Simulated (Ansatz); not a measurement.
**CuO₂: one change and its effect**

System: CuO₂ (Cmcm, 6 atoms in the cell).
Method of the first run: DFT PBEsol, scalar-relativistic, plane waves, PAW, spin-polarised (Ansatz 0.2.0).

The structure derives from a Materials Project entry. Text and figures count atoms from 1; the logs count them from 0 in places.

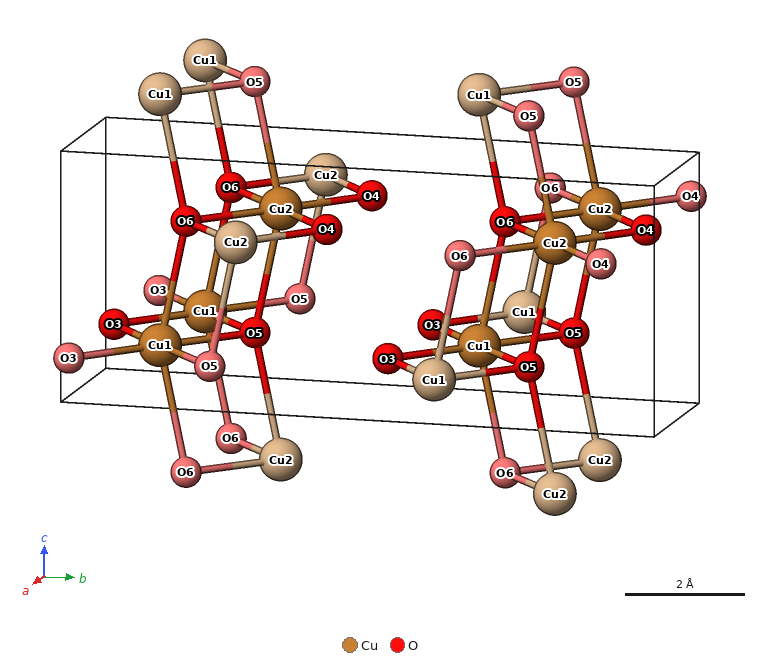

**Figure 1.** The structure (ball-and-stick view of the cell 2 times as large as that of the calculation, set on its symmetry axes, seen slightly off an axis; neighbours outside the cell are drawn fainter; atoms are numbered from 1 in the order of the input). An atom can appear more than once, as a periodic image. Near neighbours in the periodic cell (some may lie outside the picture): Cu has 6 O at 1.86 to 2.22 Å; O has 2 Cu at 1.86 Å; O has 4 Cu at 1.90 to 2.22 Å.

**Input, the first run**
```yaml
crystal:
  lattice:
    - [1.412615, -5.210747, 0.0]
    - [1.412615, 5.210747, 0.0]
    - [0.0, 0.0, 4.343424]
  atoms:
    - { symbol: Cu, position: [0.832747, 0.167253, 0.25] }
    - { symbol: Cu, position: [0.167253, 0.832747, 0.75] }
    - { symbol: O, position: [0.448514, 0.551486, 0.25], spin: 0.38 }
    - { symbol: O, position: [0.551486, 0.448514, 0.75], spin: 0.38 }
    - { symbol: O, position: [0.21103, 0.78897, 0.25] }
    - { symbol: O, position: [0.78897, 0.21103, 0.75] }
basis:
  ecutwfc: 420
kpoints:
  mp_grid: { grid: [1, 1, 1] }
hamiltonian:
  xc: pbesol
scf:
  occupations: { method: gaussian, width: 0.1 }
output:
  forces: true
  stress: true
  eigenvalues: true
  populations: true
magnetization:
  spin_polarized: true
```

Command:
```bash
ansatz run input.yaml --threads 1 --pin off --max-ram 2560MiB --backend cpu --events-out ev --progress --plain --runs-dir out
```

Hardware: 1 thread of Intel Xeon @ 2.50GHz (Skylake/Cascade Lake), 192 GiB of memory available, shared host.

**Output, shortened to warnings, some set-up lines, iterations and results (the first run)**
```
Basis set: ecut = 420 eV, 1259 PW (Γ), exchange–correlation on 80×80×60 points (8 copies of the dense FFT grid, shifted against one another)
Symmetry: 8 space group operations
k-points: 1
Initial density: superposition of atomic densities (chi_scale 0.1, normalization cell, long waves kept (reshape's long-wave potential 0.24 eV rms))
[...]
SCF iter   1: F=—  HF=-15408.082438 eV  |F-HF|=—  |Δ(HF+E_count)|=         —  Δρ=8.66e-2 (↑8.66e-2 ↓7.35e-2)  dr2=2.02e1  dr2_m=1.29e-1  M=0.055 μB ∫|m|=0.395 μB  β_m=0.30  …
SCF iter   2: F=—  HF=-15417.189786 eV  |F-HF|=—  |Δ(HF+E_count)|=    9.11e0  Δρ=1.69e-1 (↑1.49e-1 ↓1.69e-1)  dr2=9.12e1  dr2_m=1.30e-1  M=-0.001 μB ∫|m|=0.125 μB  β_m=0.30  …
SCF iter   3: F=—  HF=-15406.795320 eV  |F-HF|=—  |Δ(HF+E_count)|=    1.04e1  Δρ=6.60e-2 (↑5.87e-2 ↓6.60e-2)  dr2=5.65e0  dr2_m=4.29e-2  M=0.607 μB ∫|m|=0.657 μB  β_m=1.00  …
SCF iter   4: F=—  HF=-15406.409405 eV  |F-HF|=—  |Δ(HF+E_count)|=   3.86e-1  Δρ=3.65e-2 (↑3.25e-2 ↓3.65e-2)  dr2=5.27e-1  dr2_m=3.91e-1  M=1.639 μB ∫|m|=1.668 μB  β_m=1.00  …
SCF iter   5: F=—  HF=-15406.582367 eV  |F-HF|=—  |Δ(HF+E_count)|=   1.73e-1  Δρ=2.16e-2 (↑1.68e-2 ↓2.16e-2)  dr2=3.09e-1  dr2_m=8.86e-2  M=1.999 μB ∫|m|=2.077 μB  β_m=1.00  …
[... 12 lines ...]
SCF iter  18: F=—  HF=-15406.769052 eV  |F-HF|=—  |Δ(HF+E_count)|=   9.23e-6  Δρ=3.27e-5 (↑2.22e-5 ↓3.27e-5)  dr2=4.07e-7  dr2_m=3.47e-7  M=2.000 μB ∫|m|=2.255 μB  β_m=0.81  …
SCF iter  19: F=—  HF=-15406.769052 eV  |F-HF|=—  |Δ(HF+E_count)|=   5.33e-8  Δρ=1.54e-5 (↑5.20e-6 ↓1.54e-5)  dr2=1.20e-7  dr2_m=3.91e-8  M=2.000 μB ∫|m|=2.255 μB  β_m=0.82  …
SCF iter  20: F=—  HF=-15406.769052 eV  |F-HF|=—  |Δ(HF+E_count)|=   9.80e-9  Δρ=5.16e-6 (↑2.73e-6 ↓5.16e-6)  dr2=1.58e-8  dr2_m=5.51e-9  M=2.000 μB ∫|m|=2.255 μB  β_m=0.79  …
SCF iter  21: F=-15406.769052 eV  HF=-15406.769052 eV  |F-HF|=1.53e-9  |Δ(HF+E_count)|=  9.24e-10  Δρ=1.57e-6 (↑1.57e-6 ↓8.79e-7)  dr2=1.59e-9  dr2_m=3.29e-10  M=2.000 μB …
SCF 1 converged in 21 iterations: F = -15406.769052 eV  dr2 = 1.59e-9
SCF converged after 21 iterations
Magnetization: 2.0000 μB (32.0000 up, 30.0000 down)
Absolute magnetization: 2.2837 μB (∫|ρ↑−ρ↓|, with the PAW one-centre terms)
Spin contamination: 0.0408 ħ² per cell (⟨S²⟩ above its minimum at these occupations)
Per-site moments (μB) at R_I (Å): [(0.08569701381641648, 0.7663001259711121), (0.0856970138164164, 0.7663001259711121), (0.7027839971775862, 0.7663001259711121), (0.702783997177586, 0.7663001259711121), (0.12294606787492417, 0.7831532600912476), (0.12294606787492417, 0.7831532600912476)]
Free energy (F): -15406.769052 eV
Harris-Foulkes:  -15406.769052 eV  (|F-HF|=1.53e-9)
Internal energy: -15406.767376 eV  (E = F + TS)
E sigma→0 (E₀):  -15406.768214 eV
Entropy (-TS):   -0.001676 eV (-0.279 meV/atom)
Fermi energy:    7.317015 eV
--- Per-component energies (eV) ---
  E_band       = -1086.388319
  E_kinetic    = 1281.347788
  E_local      = -12265.206499  (includes V_loc(G=0)·N_el)
  E_nonlocal   = 963.700542
  E_hartree    = 5266.375435
  E_xc         = -461.115161
  E_vxc        = -593.598504  (∫ρ·V_xc dr)
  E_paw        = -3842.480663  (= ΣΔE_a)
  E_vpaw       = -1005.389768  (= ΣTr[D̂ρ^β])
  E_aug_tail   = 0.009848  (compensation charges beyond the density's cutoff)
  E_ewald      = -6349.952223
  E_core_change = 0.553556  (= ΣΔE_core)
  E_smearing   = -0.001676  (= −TS)
  E_closure    = -0.000000  (closes the sum)
  Σ components = -15406.769052   (vs F -15406.769052, Δ=0.00e0)
--- Forces (eV/Å), atoms counted from 1 ---
  atom   1  Cu     0.00000000     0.57531417     0.00000000
  atom   2  Cu     0.00000000    -0.57531417    -0.00000000
  atom   3  O      0.00000000     1.05409834     0.00000000
  atom   4  O      0.00000000    -1.05409834    -0.00000000
  atom   5  O     -0.00000000     0.41139289     0.00000000
  atom   6  O      0.00000000    -0.41139289    -0.00000000
  max |Σ_I F_I| component: 5.55e-17 eV/Å
--- Stress (GPa, compression-positive) ---
      -14.160506      -0.000000       0.000000
       -0.000000      -1.976245       0.000000
        0.000000       0.000000      10.299129
  P = ⅓ Tr σ = -1.9459 GPa (-19.459 kbar)
--- Löwdin populations: 6 sites ---
  site symbol       q [e]    m [muB]
     0     Cu     17.8413     0.0533
     1     Cu     17.8413     0.0533
     2      O      6.3403     0.8300
     3      O      6.3403     0.8300
     4      O      6.6554     0.1222
     5      O      6.6554     0.1222
  spilling = 0.005257 (of n_electrons = 62.000000)
```

The input of the second run differs as follows (lines with − go, lines with + come):
```diff
-  mp_grid: { grid: [1, 1, 1] }
+  mp_grid: { grid: [12, 12, 8] }
```

How does the second run compare with the first run?

The free energy of the second run is 717.3 meV per atom lower, which measures how much it depends on this numerical setting. The gap of 0.38 eV on the mesh closes. Between meshes this is a matter of sampling: the true gap is no larger than the smaller value. The net moment of the cell goes from 2.00 to 0.86 μB. The pressure goes from −1.95 to −8.26 GPa. The largest force goes from 1.054 to 0.535 eV/Å. The SCF takes 20 iterations against 21. The irreducible k-points go from 1 to 215. On the same kind of shared host the second run took about 43 times as long.

**Output, shortened to warnings, some set-up lines, iterations and results (the second run)**
```
Basis set: ecut = 420 eV, 1259 PW (Γ), exchange–correlation on 80×80×60 points (8 copies of the dense FFT grid, shifted against one another)
Symmetry: 8 space group operations
k-points: 215 of 1152
Initial density: superposition of atomic densities (chi_scale 0.1, normalization cell, long waves kept (reshape's long-wave potential 0.24 eV rms))
[...]
SCF iter   1: F=—  HF=-15411.744015 eV  |F-HF|=—  |Δ(HF+E_count)|=         —  Δρ=7.38e-2 (↑7.38e-2 ↓6.30e-2)  dr2=1.77e1  dr2_m=3.99e-2  M=0.388 μB ∫|m|=0.490 μB  β_m=0.30  …
SCF iter   2: F=—  HF=-15411.226949 eV  |F-HF|=—  |Δ(HF+E_count)|=   5.17e-1  Δρ=6.80e-2 (↑6.20e-2 ↓6.80e-2)  dr2=7.19e0  dr2_m=4.29e-2  M=0.487 μB ∫|m|=0.584 μB  β_m=0.30  …
SCF iter   3: F=—  HF=-15410.843883 eV  |F-HF|=—  |Δ(HF+E_count)|=   3.83e-1  Δρ=2.05e-2 (↑2.05e-2 ↓1.98e-2)  dr2=5.39e-1  dr2_m=1.40e-2  M=0.448 μB ∫|m|=0.542 μB  β_m=0.12  …
SCF iter   4: F=—  HF=-15410.975791 eV  |F-HF|=—  |Δ(HF+E_count)|=   1.32e-1  Δρ=1.79e-2 (↑1.75e-2 ↓1.79e-2)  dr2=3.32e-1  dr2_m=9.30e-3  M=0.497 μB ∫|m|=0.578 μB  β_m=0.16  …
SCF iter   5: F=—  HF=-15411.091599 eV  |F-HF|=—  |Δ(HF+E_count)|=   1.16e-1  Δρ=7.00e-3 (↑6.82e-3 ↓7.00e-3)  dr2=1.34e-1  dr2_m=2.71e-3  M=0.523 μB ∫|m|=0.587 μB  β_m=0.35  …
[... 11 lines ...]
SCF iter  17: F=—  HF=-15411.072927 eV  |F-HF|=—  |Δ(HF+E_count)|=   6.61e-7  Δρ=4.70e-5 (↑4.08e-5 ↓4.70e-5)  dr2=3.00e-6  dr2_m=2.86e-7  M=0.859 μB ∫|m|=0.963 μB  β_m=0.99  …
SCF iter  18: F=—  HF=-15411.072927 eV  |F-HF|=—  |Δ(HF+E_count)|=   1.07e-7  Δρ=1.03e-5 (↑1.03e-5 ↓8.37e-6)  dr2=2.56e-7  dr2_m=2.78e-9  M=0.857 μB ∫|m|=0.961 μB  β_m=0.91  …
SCF iter  19: F=—  HF=-15411.072927 eV  |F-HF|=—  |Δ(HF+E_count)|=   2.21e-8  Δρ=8.55e-6 (↑8.55e-6 ↓8.54e-6)  dr2=1.50e-7  dr2_m=7.71e-10  M=0.856 μB ∫|m|=0.961 μB  β_m=0.91  …
SCF iter  20: F=-15411.072927 eV  HF=-15411.072927 eV  |F-HF|=3.64e-8  |Δ(HF+E_count)|=   7.21e-9  Δρ=4.57e-6 (↑4.57e-6 ↓4.50e-6)  dr2=4.22e-8  dr2_m=8.64e-11  M=0.856 μB …
SCF 1 converged in 20 iterations: F = -15411.072927 eV  dr2 = 4.22e-8
SCF converged after 20 iterations
Magnetization: 0.8564 μB (31.4282 up, 30.5718 down)
Absolute magnetization: 0.9826 μB (∫|ρ↑−ρ↓|, with the PAW one-centre terms)
Spin contamination: 0.0675 ħ² per cell (⟨S²⟩ above its minimum at these occupations)
Per-site moments (μB) at R_I (Å): [(0.04073869932052642, 0.7663001259711121), (0.04073869932052643, 0.7663001259711121), (0.34611102124519155, 0.7663001259711121), (0.34611102124519144, 0.7663001259711121), (0.004267998430005549, 0.7831532600912476), (0.004267998430005689, 0.7831532600912476)]
Free energy (F): -15411.072927 eV
Harris-Foulkes:  -15411.072927 eV  (|F-HF|=3.64e-8)
Internal energy: -15411.055144 eV  (E = F + TS)
E sigma→0 (E₀):  -15411.064036 eV
Entropy (-TS):   -0.017783 eV (-2.964 meV/atom)
Fermi energy:    7.314227 eV
--- Per-component energies (eV) ---
  E_band       = -1115.324058
  E_kinetic    = 1272.923323
  E_local      = -12225.688640  (includes V_loc(G=0)·N_el)
  E_nonlocal   = 950.745417
  E_hartree    = 5234.144663
  E_xc         = -463.649575
  E_vxc        = -596.933810  (∫ρ·V_xc dr)
  E_paw        = -3830.141114  (= ΣΔE_a)
  E_vpaw       = -984.690944  (= ΣTr[D̂ρ^β])
  E_aug_tail   = 0.009448  (compensation charges beyond the density's cutoff)
  E_ewald      = -6349.952223
  E_core_change = 0.553556  (= ΣΔE_core)
  E_smearing   = -0.017783  (= −TS)
  E_closure    = 0.000000  (closes the sum)
  Σ components = -15411.072927   (vs F -15411.072927, Δ=0.00e0)
--- Forces (eV/Å), atoms counted from 1 ---
  atom   1  Cu     0.00000000     0.04732140     0.00000000
  atom   2  Cu     0.00000000    -0.04732140    -0.00000000
  atom   3  O      0.00000000     0.50562195     0.00000000
  atom   4  O      0.00000000    -0.50562195    -0.00000000
  atom   5  O      0.00000000    -0.53455753    -0.00000000
  atom   6  O      0.00000000     0.53455753     0.00000000
  max |Σ_I F_I| component: 0.00e0 eV/Å
--- Stress (GPa, compression-positive) ---
      -10.522312       0.000000      -0.000000
        0.000000      -8.031661      -0.000000
       -0.000000      -0.000000      -6.239979
  P = ⅓ Tr σ = -8.2647 GPa (-82.647 kbar)
--- Löwdin populations: 6 sites ---
  site symbol       q [e]    m [muB]
     0     Cu     17.6348     0.0234
     1     Cu     17.6348     0.0234
     2      O      6.5043     0.4068
     3      O      6.5043     0.4068
     4      O      6.6937     0.0000
     5      O      6.6937     0.0000
  spilling = 0.005393 (of n_electrons = 62.000000)
```

**The two runs side by side**

| quantity | the first run | the second run |
| --- | --- | --- |
| outcome | converged | converged |
| free energy per atom (eV) | −2567.7948 | −2568.5122 |
| energy per atom, smearing taken to zero (eV) | −2567.7947 | −2568.5107 |
| gap on the mesh (eV) | 0.38 | 0.00 |
| net moment of the cell (μB) | 2.00 | 0.86 |
| absolute moment of the cell (μB) | 2.28 | 0.98 |
| pressure (GPa) | −1.95 | −8.26 |
| largest force (eV/Å) | 1.054 | 0.535 |
| SCF iterations | 21 | 20 |
| irreducible k-points | 1 | 215 |
| plane waves at Γ | 1259 | 1259 |
| wall time (shared host) | 2.8 s | 2 min |

For the first run: Warnings: the state was not tested for a lower one. So coarse a mesh can miss the band edges, so the true gap of this method can be much smaller, or zero. Semilocal DFT without U tends to delocalise the d electrons of such compounds and to underestimate the gap. The k-point mesh is coarse for a cell of this size, so the results may not be converged. For the second run: The cell is under a tension of 8.3 GPa at this level, so it is not at its equilibrium volume.
